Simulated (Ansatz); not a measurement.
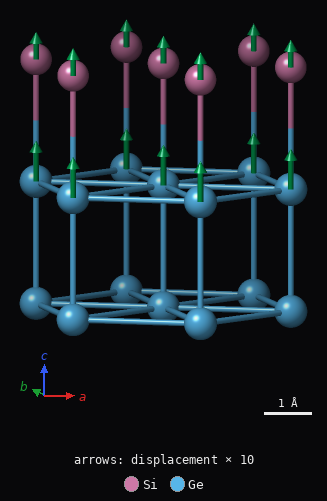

This is a relaxation of crystalline Si$_{2}$Ge$_{3}$ (a generated structure, set up in P6/mmm) (coarse preliminary run). The starting structure is drawn; green arrows show the displacements (the part carried along by the change of the cell is left out), 10 times their true length.

A ball-and-stick model of the atoms within 4.2 Å of the atom that moves most (axes of the cell of the calculation), seen slightly off an axis.

Method: DFT PBE, scalar-relativistic, plane waves, PAW in Ansatz.

Input
```yaml
crystal:
  lattice:
    - [2.78932614, 0.0, 0.0]
    - [-1.39466307, 2.41562729, 0.0]
    - [0.0, 0.0, 13.09669695]
  atoms:
    - { symbol: Si, position: [0.0, 0.0, 0.6] }
    - { symbol: Si, position: [0.0, 0.0, 0.4] }
    - { symbol: Ge, position: [0.0, 0.0, 0.8] }
    - { symbol: Ge, position: [0.0, 0.0, 0.0] }
    - { symbol: Ge, position: [0.0, 0.0, 0.2] }
basis:
  ecutwfc: 420
kpoints:
  mp_grid: { grid: [6, 6, 2] }
hamiltonian:
  xc: pbe
scf:
  occupations: { method: gaussian, width: 0.1 }
  lower_state_search: "off"
output:
  forces: true
  stress: true
  eigenvalues: true
relax:
  adjacent_minimum: "off"
  f_tol: 0.04
  max_steps: 70
  cell: { stress_tol: 0.4 }
```

Launched with:
```bash
ansatz run input.yaml --threads 1 --pin off --max-ram 2560MiB --backend cpu --events-out ev --progress --plain --runs-dir out
```

Q: Which element moves most?

A: Germanium: up to 0.087 Å, against 0.060 Å for silicon.

Q: What happened in the run?

A: After 2 accepted moves (3 points after the start) the energy has fallen by 36.5 meV per atom. The largest force component goes from 0.45 to 0.027 eV/Å. The pressure goes from 1.88 to 0.12 GPa. At 1 point the geometry stayed and the basis and grid were re-selected for the new cell (energy shift of 0.1 meV per atom at most each time). The largest moves relative to the cell, 0.087 Å, are those of Ge3 and Ge5. Ge5 goes along +c. Largest moves by element: Ge 0.087 Å, Si 0.060 Å. The drawn cell changes as follows: a = b 2.789 → 2.756 Å (−1.2 %), c 13.097 → 13.643 Å (+4.2 %); the volume changes by +1.7 %. Near-neighbour distances that change, for instance: Ge4–Ge5 2.619 → 2.816 Å, Si2–Ge5 2.619 → 2.701 Å, Ge4–Ge4 2.789 → 2.756 Å. The space group stays P6/mmm (No. 191).

Limits of the set-up: the k-point mesh is coarse for a cell with partly filled bands.
